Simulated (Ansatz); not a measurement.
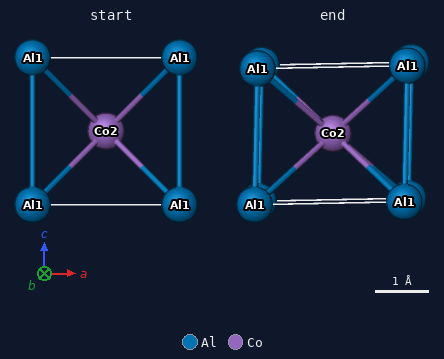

The structure of a crystal of AlCo (set up in Pm-3m) before (left) and after (right) a relaxation, at one scale.

The picture is a ball-and-stick view of the cell of the calculation, seen along the b axis.

These are results of DFT PBEsol, scalar-relativistic, plane waves, PAW (Ansatz 0.2.0), not measurements. Settings: plane-wave cutoff 420 eV; k-point mesh 12 × 12 × 12; occupations gaussian; smearing width 0.15 eV; no spin polarisation.

> Summarise the run.

The atoms keep their places relative to the cell (all moves are under 0.005 Å). The drawn cell changes as follows: a 2.823 → 2.876 Å (+1.9 %), b 2.823 → 2.906 Å (+2.9 %), c 2.823 → 2.612 Å (−7.5 %), α 90.0° → 87.1°, β 90.0° → 87.6°, γ 90.0° → 86.7°; the volume changes by −3.3 %. Among the contacts that change: Al1–Al1 2.823 → 2.612 Å, Co2–Co2 2.823 → 2.612 Å, Al1–Co2 2.444 → 2.543 Å, Al1–Co2 (another image) 2.444 → 2.369 Å. Within 0.06 Å the space group is Pm-3m at the start and C2/m at the end; at a tighter tolerance small leftover displacements or strains of the cell lower it.
